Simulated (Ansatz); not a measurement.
## Geometry relaxation of Ga4P (part 3 of 3)

Ga4P (10 atoms in the cell); DFT PBE, scalar-relativistic, plane waves, PAW, no spin polarisation (Ansatz 0.2.0); cutoff 420 eV, 6×6×8 k-mesh, Gaussian smearing of 0.1 eV. The structure was made by a generator, so it may or may not be a known phase.

Geometry of the input (Å; fractional positions):
```
6.0310  0.0000  0.0000
0.0000  6.0310  0.0000
0.0000  0.0000  5.2685
Ga 0.6636  0.8364  0.2770
Ga 0.8364  0.3364  0.2770
Ga 0.1636  0.3364  0.7230
Ga 0.8364  0.6636  0.7230
Ga 0.6636  0.1636  0.7230
Ga 0.3364  0.8364  0.7230
Ga 0.3364  0.1636  0.2770
Ga 0.1636  0.6636  0.2770
P  0.5000  0.5000  0.0000
P  0.0000  0.0000  0.0000
```

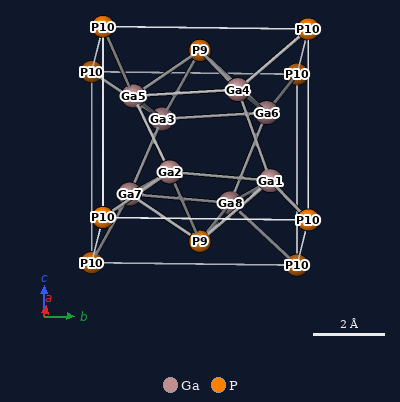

Fig. 1: The geometry at step 5 of the log (ball-and-stick view of the cell of the calculation, seen at an oblique angle; atoms are numbered from 1 in the order of the input).

### Output, continued
```
  k-point 1: bands = ["-5.8330", "-5.7940", "-5.7685", "-5.7565", "-5.7560", "-5.7560", "-5.7553", "-5.7520", "-5.7415", "-5.7139", "-5.7139", "-5.7101", "-5.7101", "-5.7054", "-5.7028", "-5.6891", "-5.6891", "-5.6736", "-5.6650", "-5.6531", "-5.6238", "-5.6238", "-5.6224", "-5.6058", "-5.5995", "-5.5995", "-5.5926", "-5.5870", "-5.5743", "-5.5743", "-5.5568", "-5.5490", "-5.5490", "-5.5469", "-5.5313", "-5.5160", "-5.5137", "-5.5137", "-5.4923", "-5.4923", "-3.1876", "-1.1603", "0.8649", "2.0685", "2.0685", "2.8322", "2.9283", "5.2988", "5.4813", "5.4813", "5.8222", "6.0409", "6.0409", "7.2794", "7.6653", "8.0557", "8.0557", "8.9903", "9.4279", "9.8285", "10.1392", "10.1392", "10.7105", "12.0853", "12.0853", "12.2110", "12.7604", "15.0995", "15.1561"]
  k-point 2: bands = ["-5.8112", "-5.7988", "-5.7710", "-5.7667", "-5.7600", "-5.7566", "-5.7566", "-5.7453", "-5.7419", "-5.7184", "-5.7184", "-5.7133", "-5.7133", "-5.7076", "-5.6916", "-5.6902", "-5.6902", "-5.6770", "-5.6724", "-5.6550", "-5.6519", "-5.6221", "-5.6221", "-5.5967", "-5.5967", "-5.5909", "-5.5880", "-5.5834", "-5.5761", "-5.5761", "-5.5568", "-5.5526", "-5.5511", "-5.5511", "-5.5232", "-5.5171", "-5.5053", "-5.5053", "-5.4908", "-5.4908", "-3.0587", "-1.1203", "0.1138", "2.2774", "2.2774", "3.1198", "3.8060", "4.7001", "4.7001", "4.9343", "5.4606", "6.0193", "6.0193", "7.1397", "7.5397", "9.2128", "9.2128", "9.2841", "9.2966", "9.5370", "9.5370", "9.8801", "11.4606", "12.9577", "13.1278", "13.1278", "13.6325", "13.9695", "15.1366"]
  k-point 49: bands = ["-5.8216", "-5.8216", "-5.7996", "-5.7996", "-5.7739", "-5.7739", "-5.7567", "-5.7567", "-5.7244", "-5.7244", "-5.7179", "-5.7179", "-5.7142", "-5.7142", "-5.6842", "-5.6842", "-5.6817", "-5.6817", "-5.6490", "-5.6490", "-5.6420", "-5.6420", "-5.6142", "-5.6142", "-5.5882", "-5.5882", "-5.5849", "-5.5849", "-5.5589", "-5.5589", "-5.5532", "-5.5532", "-5.5476", "-5.5476", "-5.5085", "-5.5085", "-5.4920", "-5.4920", "-5.4845", "-5.4845", "-1.8557", "-1.8557", "1.3021", "1.3021", "1.4939", "1.4939", "1.8470", "1.8470", "6.9150", "6.9150", "7.4555", "7.4555", "8.3237", "8.3237", "8.9895", "8.9895", "10.0329", "10.0329", "10.8112", "10.8112", "10.8750", "10.8750", "10.9367", "10.9367", "11.0101", "11.0101", "12.3586", "12.3586", "12.6974"]
--- Relaxed structure (7 steps of the walk, 6 accepted, 2 SCFs on fresh bases) ---
  F+E_penalty+E_count = -31775.17771374 eV   max|allowed force component| = 9.655e-5 eV/Å   (the final SCF, on the basis selected at the relaxed cell)
  cell:  # Å, volume = 189.9874 Å³
    - [5.836920032944989, -1.3063991045988857e-33, 0.0]
    - [3.053511160146793e-34, 5.836920032944989, 0.0]
    - [0.0, 0.0, 5.576444020340769]
  atoms:
    - { symbol: Ga, position: [0.6664066481082055, 0.8335933518917943, 0.28293910186832233] }
    - { symbol: Ga, position: [0.8335933518917943, 0.3335933518917944, 0.28293910186832233] }
    - { symbol: Ga, position: [0.1664066481082055, 0.3335933518917944, 0.7170608981316777] }
    - { symbol: Ga, position: [0.8335933518917943, 0.6664066481082055, 0.7170608981316777] }
    - { symbol: Ga, position: [0.6664066481082055, 0.1664066481082055, 0.7170608981316777] }
    - { symbol: Ga, position: [0.3335933518917944, 0.8335933518917943, 0.7170608981316777] }
    - { symbol: Ga, position: [0.3335933518917944, 0.1664066481082055, 0.28293910186832233] }
    - { symbol: Ga, position: [0.1664066481082055, 0.6664066481082055, 0.2829391018683223] }
    - { symbol: P, position: [0.49999999999999994, 0.49999999999999994, -2.222512237180963e-19] }
    - { symbol: P, position: [1.4381646025154384e-19, 3.954952656917454e-20, -2.222512237180963e-19] }
```

### Trajectory as extended XYZ (Å, eV, eV/Å), 9 frames, from step=1 to step=9
```
10
Lattice="6.0310 0.0000 0.0000 0.0000 6.0310 0.0000 0.0000 0.0000 5.2685" Properties=species:S:1:pos:R:3:forces:R:3 step=1 energy=-31775.11812 pressure_GPa=-0.14
Ga    4.0024    5.0441    1.4594   -0.0516   0.0516   0.0336
Ga    5.0441    2.0286    1.4594    0.0516   0.0516   0.0336
Ga    0.9869    2.0286    3.8091   -0.0516   0.0516  -0.0336
Ga    5.0441    4.0024    3.8091    0.0516  -0.0516  -0.0336
Ga    4.0024    0.9869    3.8091   -0.0516  -0.0516  -0.0336
Ga    2.0286    5.0441    3.8091    0.0516   0.0516  -0.0336
Ga    2.0286    0.9869    1.4594    0.0516  -0.0516   0.0336
Ga    0.9869    4.0024    1.4594   -0.0516  -0.0516   0.0336
P     3.0155    3.0155    0.0000    0.0000   0.0000   0.0000
P     0.0000    0.0000    0.0000    0.0000   0.0000   0.0000
10
Lattice="5.9653 0.0000 0.0000 0.0000 5.9653 0.0000 0.0000 0.0000 5.3598" Properties=species:S:1:pos:R:3:forces:R:3 step=2 energy=-31775.14779 pressure_GPa=-0.10
Ga    3.9535    4.9945    1.5022    0.0104  -0.0104  -0.0155
Ga    4.9945    2.0118    1.5022   -0.0104  -0.0104  -0.0155
Ga    0.9708    2.0118    3.8576    0.0104  -0.0104   0.0155
Ga    4.9945    3.9535    3.8576   -0.0104   0.0104   0.0155
Ga    3.9535    0.9708    3.8576    0.0104   0.0104   0.0155
Ga    2.0118    4.9945    3.8576   -0.0104  -0.0104   0.0155
Ga    2.0118    0.9708    1.5022   -0.0104   0.0104  -0.0155
Ga    0.9708    3.9535    1.5022    0.0104   0.0104  -0.0155
P     2.9827    2.9827    0.0000    0.0000   0.0000   0.0000
P     0.0000    0.0000    0.0000    0.0000   0.0000   0.0000
10
Lattice="5.8661 0.0000 0.0000 0.0000 5.8661 0.0000 0.0000 0.0000 5.5207" Properties=species:S:1:pos:R:3:forces:R:3 step=3 energy=-31775.17310 pressure_GPa=-0.05
Ga    3.8971    4.9020    1.5619    0.0345  -0.0345  -0.0216
Ga    4.9020    1.9690    1.5619   -0.0345  -0.0345  -0.0216
Ga    0.9640    1.9690    3.9588    0.0345  -0.0345   0.0216
Ga    4.9020    3.8971    3.9588   -0.0345   0.0345   0.0216
Ga    3.8971    0.9640    3.9588    0.0345   0.0345   0.0216
Ga    1.9690    4.9020    3.9588   -0.0345  -0.0345   0.0216
Ga    1.9690    0.9640    1.5619   -0.0345   0.0345  -0.0216
Ga    0.9640    3.8971    1.5619    0.0345   0.0345  -0.0216
P     2.9330    2.9330    0.0000    0.0000   0.0000   0.0000
P     0.0000    0.0000    0.0000    0.0000   0.0000   0.0000
10
Lattice="5.7945 0.0000 0.0000 0.0000 5.7945 0.0000 0.0000 0.0000 5.6435" Properties=species:S:1:pos:R:3:forces:R:3 step=4 energy=-31775.17090 pressure_GPa=0.08 accepted=F
Ga    3.8655    4.8262    1.6053    0.0079  -0.0079  -0.0257
Ga    4.8262    1.9290    1.6053   -0.0079  -0.0079  -0.0257
Ga    0.9683    1.9290    4.0382    0.0079  -0.0079   0.0257
Ga    4.8262    3.8655    4.0382   -0.0079   0.0079   0.0257
Ga    3.8655    0.9683    4.0382    0.0079   0.0079   0.0257
Ga    1.9290    4.8262    4.0382   -0.0079  -0.0079   0.0257
Ga    1.9290    0.9683    1.6053   -0.0079   0.0079  -0.0257
Ga    0.9683    3.8655    1.6053    0.0079   0.0079  -0.0257
P     2.8973    2.8973    0.0000    0.0000   0.0000   0.0000
P     0.0000    0.0000    0.0000    0.0000   0.0000   0.0000
10
Lattice="5.8461 0.0000 0.0000 0.0000 5.8461 0.0000 0.0000 0.0000 5.5653" Properties=species:S:1:pos:R:3:forces:R:3 step=5 energy=-31775.17750 pressure_GPa=-0.06
Ga    3.8943    4.8748    1.5717    0.0019  -0.0019   0.0119
Ga    4.8748    1.9518    1.5717   -0.0019  -0.0019   0.0119
Ga    0.9713    1.9518    3.9936    0.0019  -0.0019  -0.0119
Ga    4.8748    3.8943    3.9936   -0.0019   0.0019  -0.0119
Ga    3.8943    0.9713    3.9936    0.0019   0.0019  -0.0119
Ga    1.9518    4.8748    3.9936   -0.0019  -0.0019  -0.0119
Ga    1.9518    0.9713    1.5717   -0.0019   0.0019   0.0119
Ga    0.9713    3.8943    1.5717    0.0019   0.0019   0.0119
P     2.9231    2.9231    0.0000    0.0000   0.0000   0.0000
P     0.0000    0.0000    0.0000    0.0000   0.0000   0.0000
10
Lattice="5.8365 0.0000 0.0000 0.0000 5.8365 0.0000 0.0000 0.0000 5.5719" Properties=species:S:1:pos:R:3:forces:R:3 step=6 energy=-31775.17786 pressure_GPa=0.03
Ga    3.8894    4.8654    1.5768   -0.0007   0.0007  -0.0017
Ga    4.8654    1.9471    1.5768    0.0007   0.0007  -0.0017
Ga    0.9711    1.9471    3.9951   -0.0007   0.0007   0.0017
Ga    4.8654    3.8894    3.9951    0.0007  -0.0007   0.0017
Ga    3.8894    0.9711    3.9951   -0.0007  -0.0007   0.0017
Ga    1.9471    4.8654    3.9951    0.0007   0.0007   0.0017
Ga    1.9471    0.9711    1.5768    0.0007  -0.0007  -0.0017
Ga    0.9711    3.8894    1.5768   -0.0007  -0.0007  -0.0017
P     2.9183    2.9183    0.0000    0.0000   0.0000   0.0000
P     0.0000    0.0000    0.0000    0.0000   0.0000   0.0000
10
Lattice="5.8365 0.0000 0.0000 0.0000 5.8365 0.0000 0.0000 0.0000 5.5719" Properties=species:S:1:pos:R:3:forces:R:3 step=7 energy=-31775.17767 pressure_GPa=0.04
Ga    3.8894    4.8654    1.5768   -0.0008   0.0008  -0.0017
Ga    4.8654    1.9471    1.5768    0.0008   0.0008  -0.0017
Ga    0.9711    1.9471    3.9951   -0.0008   0.0008   0.0017
Ga    4.8654    3.8894    3.9951    0.0008  -0.0008   0.0017
Ga    3.8894    0.9711    3.9951   -0.0008  -0.0008   0.0017
Ga    1.9471    4.8654    3.9951    0.0008   0.0008   0.0017
Ga    1.9471    0.9711    1.5768    0.0008  -0.0008  -0.0017
Ga    0.9711    3.8894    1.5768   -0.0008  -0.0008  -0.0017
P     2.9183    2.9183    0.0000    0.0000   0.0000   0.0000
P     0.0000    0.0000    0.0000    0.0000   0.0000   0.0000
10
Lattice="5.8369 0.0000 0.0000 0.0000 5.8369 0.0000 0.0000 0.0000 5.5764" Properties=species:S:1:pos:R:3:forces:R:3 step=8 energy=-31775.17766 pressure_GPa=-0.00
Ga    3.8898    4.8656    1.5778    0.0001  -0.0001  -0.0001
Ga    4.8656    1.9472    1.5778   -0.0001  -0.0001  -0.0001
Ga    0.9713    1.9472    3.9987    0.0001  -0.0001   0.0001
Ga    4.8656    3.8898    3.9987   -0.0001   0.0001   0.0001
Ga    3.8898    0.9713    3.9987    0.0001   0.0001   0.0001
Ga    1.9472    4.8656    3.9987   -0.0001  -0.0001   0.0001
Ga    1.9472    0.9713    1.5778   -0.0001   0.0001  -0.0001
Ga    0.9713    3.8898    1.5778    0.0001   0.0001  -0.0001
P     2.9185    2.9185    0.0000    0.0000   0.0000   0.0000
P     0.0000    0.0000    0.0000    0.0000   0.0000   0.0000
10
Lattice="5.8369 0.0000 0.0000 0.0000 5.8369 0.0000 0.0000 0.0000 5.5764" Properties=species:S:1:pos:R:3:forces:R:3 step=9 energy=-31775.17771 pressure_GPa=-0.00
Ga    3.8898    4.8656    1.5778    0.0001  -0.0001  -0.0001
Ga    4.8656    1.9472    1.5778   -0.0001  -0.0001  -0.0001
Ga    0.9713    1.9472    3.9987    0.0001  -0.0001   0.0001
Ga    4.8656    3.8898    3.9987   -0.0001   0.0001   0.0001
Ga    3.8898    0.9713    3.9987    0.0001   0.0001   0.0001
Ga    1.9472    4.8656    3.9987   -0.0001  -0.0001   0.0001
Ga    1.9472    0.9713    1.5778   -0.0001   0.0001  -0.0001
Ga    0.9713    3.8898    1.5778    0.0001   0.0001  -0.0001
P     2.9185    2.9185    0.0000    0.0000   0.0000   0.0000
P     0.0000    0.0000    0.0000    0.0000   0.0000   0.0000
```

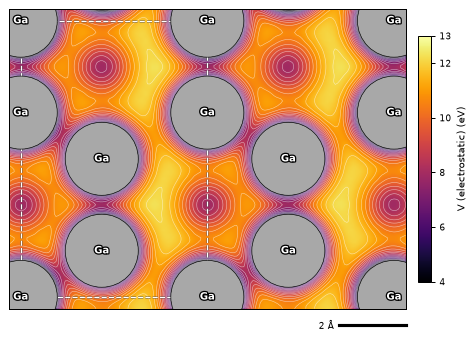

Fig. 2: Electrostatic potential energy of an electron on the (110) plane of the conventional cell. Grey discs, where drawn, cover atomic cores. Outside the cores the potential energy rises away from the atoms and is highest about 2.1 Å from the nearest atoms; outside the discs it spans about 8 eV, and its zero is arbitrary. The fields are those of the smooth PAW valence density.

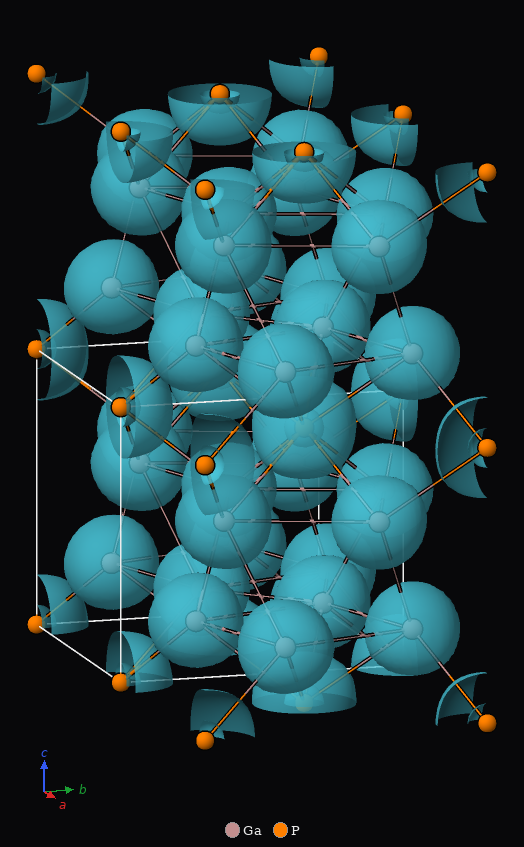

Fig. 3: Isosurface of the valence electron density at 0.4 e/Å³ (cyan), seen slightly off an axis. Sticks mark near contacts. The outline is the cell set on symmetry axes. At this value the density breaks into separate islands; it holds about 75 % of the electrons treated as valence (semicore included). It is pinched off along the Ga–P (2.69 Å), Ga–Ga (2.75 Å) and Ga–Ga (3.08 Å) contacts. On the grid the lowest density along these lines, outside the cores, is 0.29 e/Å³ (Ga–P, 2.69 Å), 0.25 e/Å³ (Ga–Ga, 2.75 Å) and 0.14 e/Å³ (Ga–Ga, 3.08 Å).

### Results in brief

```csv
quantity,value
outcome,converged
space group (tolerance 0.01 Å),P4/nbm (125)
electrons treated,114
free energy,−31775.1777 eV
Fermi energy,9.191 eV
gap on the k-point mesh,none (metallic)
pressure,0.00 GPa
final volume,189.99 Å³
largest force (length of the vector) at the end,under 0.001 eV/Å
final cell,"a = 5.837 Å, b = 5.837 Å, c = 5.576 Å, α = 90.00°, β = 90.00°, γ = 90.00°"
hardware,"1 thread of AMD EPYC (Zen 3), 189 GiB of memory available, shared host"
wall time,14 min
peak memory,0.78 GiB
```
